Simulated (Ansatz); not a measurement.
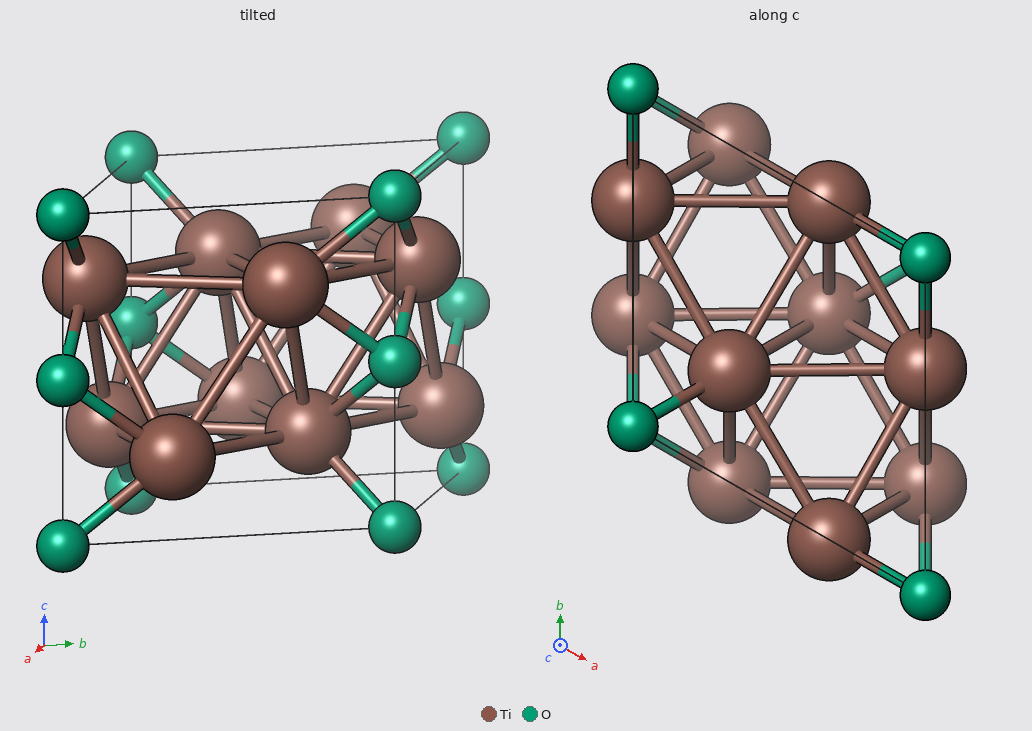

Drawn in the ball-and-stick manner and seen slightly off an axis and along the c axis. Lines trace the edges of the conventional unit cell. Cell: a = 5.127 Å, b = 5.127 Å, c = 4.911 Å, α = 90.00°, β = 90.00°, γ = 120.00°.

The structure is one of Ti3O. The symmetry is that of P6_3/mcm (No. 193), on a primitive hexagonal lattice. The cell holds 8 atoms (6 Ti, 2 O), Z = 2. The coordination, counted out to bonding distance, is Ti 14 and O 6.

The structure was taken from a structure listed in the Materials Project. Earlier steps of the study may have refined or changed the cell and positions. It was run through Ansatz as a DFT input.

At this level of theory the cell isn't at rest (stretched, at -6 GPa), so its distances can differ from those at equilibrium, the more so the softer the solid.
